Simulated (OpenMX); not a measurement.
**Energy of ZrS2 along an even scaling of the cell**

System: ZrS2 (P-3m1, 3 atoms in the cell).
Method: Kohn-Sham DFT of a periodic cell, PBE, OpenMX 2013 PBE set, no spin polarisation (OpenMX 3.8.5).

The 7 runs differ only in the geometry, by an even scaling of the cell at fixed fractional positions. The structure derives from a Materials Project entry.

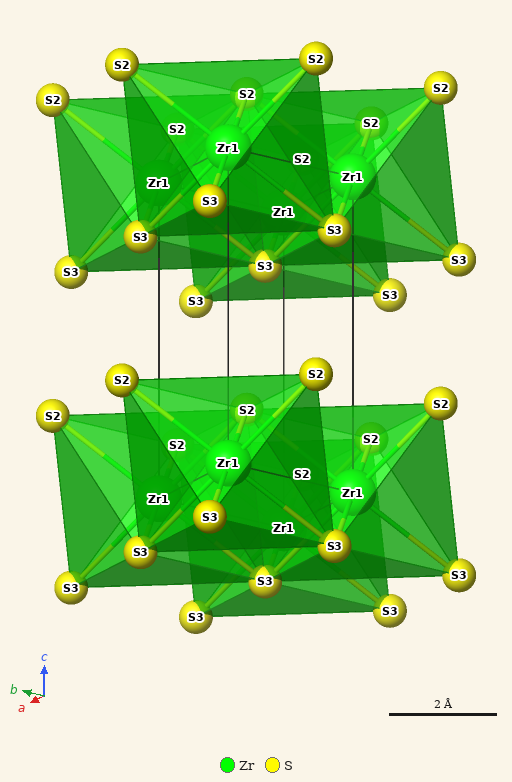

Figure 1. The structure of run 4 (polyhedral view of the cell of the calculation, seen at an oblique angle; polyhedra are completed across the faces of the cell; atoms are numbered from 1 in the order of the input).

**Input of run 4**
```
System.CurrrentDirectory             ./
System.Name                          ZrS2
DATA.PATH                            ./DFT_DATA13
level.of.stdout                      1
level.of.fileout                     1
Species.Number                       2
<Definition.of.Atomic.Species
  Zr  Zr7.0-s3p2d1           Zr_PBE13
  S   S7.0-s2p2d1            S_PBE13
Definition.of.Atomic.Species>

Atoms.Number                         3
Atoms.SpeciesAndCoordinates.Unit     FRAC
<Atoms.SpeciesAndCoordinates
    1  Zr    0.0000000000    0.0000000000    0.0000000000   6.000  6.000
    2  S     0.3333333333    0.6666666667    0.2379099700   3.000  3.000
    3  S     0.6666666667    0.3333333333    0.7620900300   3.000  3.000
Atoms.SpeciesAndCoordinates>

Atoms.UnitVectors.Unit               Ang
<Atoms.UnitVectors
     3.6913825498    0.0000000000    0.0000000000
    -1.8456912749    3.1968310632    0.0000000000
     0.0000000000    0.0000000000    6.0410770100
Atoms.UnitVectors>

scf.XcType                           GGA-PBE
scf.SpinPolarization                 off
scf.ElectronicTemperature            580.226
scf.energycutoff                     400.0
scf.maxIter                          100
scf.EigenvalueSolver                 band
scf.Kgrid                            9 9 5
scf.Mixing.Type                      rmm-diisk
scf.Init.Mixing.Weight               0.05
scf.Min.Mixing.Weight                0.001
scf.Max.Mixing.Weight                0.3
scf.Mixing.History                   25
scf.Mixing.StartPulay                8
scf.criterion                        1.0e-8
scf.stress.tensor                    on
MD.Type                              nomd
Band.dispersion                      on
Band.Nkpath                          9
<Band.kpath
   11   0.000000  0.000000  0.000000    0.500000  0.000000  0.000000  G M
    7   0.500000  0.000000  0.000000    0.333333  0.333333  0.000000  M K
   13   0.333333  0.333333  0.000000    0.000000  0.000000  0.000000  K G
    6   0.000000  0.000000  0.000000    0.000000  0.000000  0.500000  G A
   11   0.000000  0.000000  0.500000    0.500000  0.000000  0.500000  A L
    7   0.500000  0.000000  0.500000    0.333333  0.333333  0.500000  L H
   13   0.333333  0.333333  0.500000    0.000000  0.000000  0.500000  H A
    6   0.500000  0.000000  0.500000    0.500000  0.000000  0.000000  L M
    6   0.333333  0.333333  0.000000    0.333333  0.333333  0.500000  K H
Band.kpath>
```

Command:
```bash
openmx ZrS2.dat -nt 1 > ZrS2.std
```

Run 6 has the same physical settings and fractional positions; its lattice vectors (Å) are:
```
   3.739959    0.000000    0.000000
  -1.869979    3.238899    0.000000
   0.000000    0.000000    6.120574
```

**Results, with one run withheld**

| run | volume per atom (Å³) | free energy per atom, from the lowest run given (meV) | gap on the mesh (eV) |
| --- | --- | --- | --- |
| 1 | 22.337 | 56.65 | 0.89 |
| 2 | 22.813 | 32.61 | 0.91 |
| 3 | 23.288 | 15.54 | 0.92 |
| 4 | 23.763 | 4.90 | 0.94 |
| 5 | 24.238 | 0.00 | 0.95 |
| 6 | 24.714 | ? | ? |
| 7 | 25.189 | 5.38 | 0.97 |

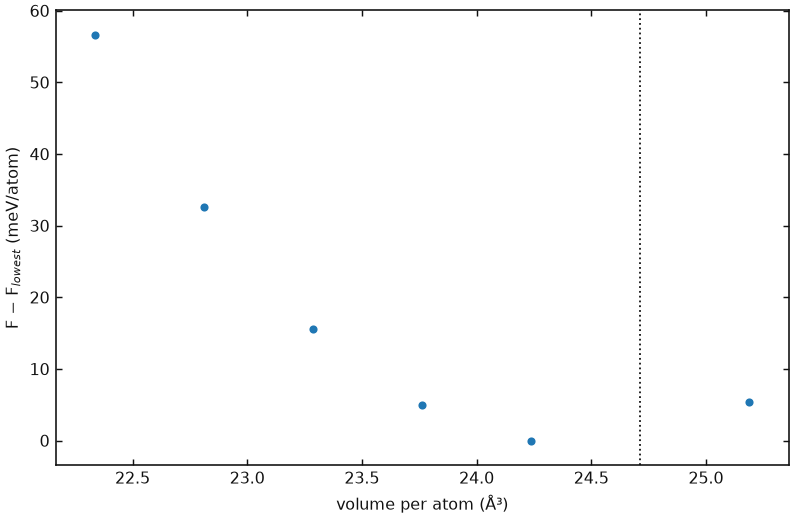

Figure 2. Free energy per atom of the runs given; the dotted line marks run 6.

What should run 6 give?

A cubic polynomial in V^(−2/3) (the Birch–Murnaghan form), fitted to the 6 runs given, misses them by at most 0.03 meV per atom. With x = V^(−2/3) − 0.12163 Å⁻², it reads F = 8.4166 + 6136.2 x + 1.057e+06 x² − 1.5186e+05 x³ (meV per atom). At run 6 it gives 0.31 meV per atom, and the run itself gives 0.30. The fit has its minimum at 24.444 Å³ per atom, where V d²F/dV² gives 86.9 GPa. Cell shape and fractional positions are held, so this is the stiffness under even scaling; the relaxed bulk modulus wasn't computed and can be far lower in a crystal of layers, chains or molecules like this one. The gap on the mesh goes, without turning, from 0.89 eV in run 1 to 0.97 eV in run 7; run 6 has 0.96 eV. These are gaps of this functional on this mesh, which can miss the band edges; they aren't the measured gap.

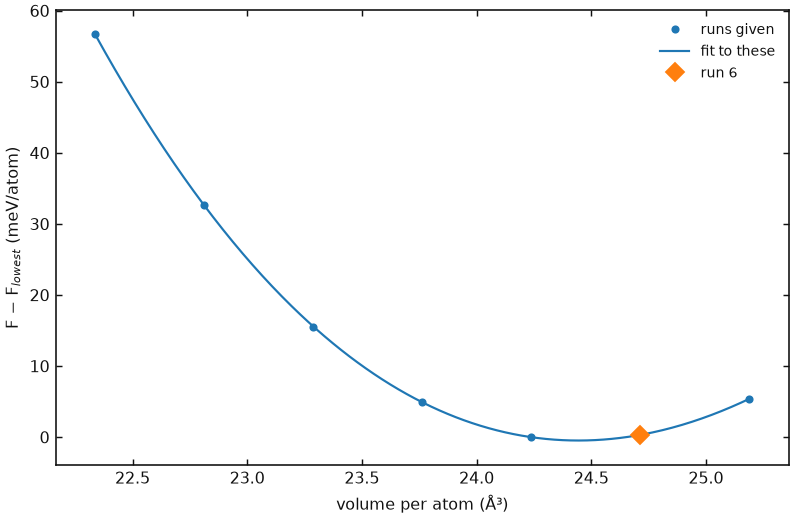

Figure 3. The fit and the withheld run.

**Some lines of the output (run 6)**
```
[...]
  Cell_Volume =    500.325870957089 (Bohr^3)
        Total energy (Hartree) at MD = 1
   kloop=0
   kloop=1
   kloop=202
```

Notes: With a small basis of atomic orbitals these values can differ much from converged plane-wave results.
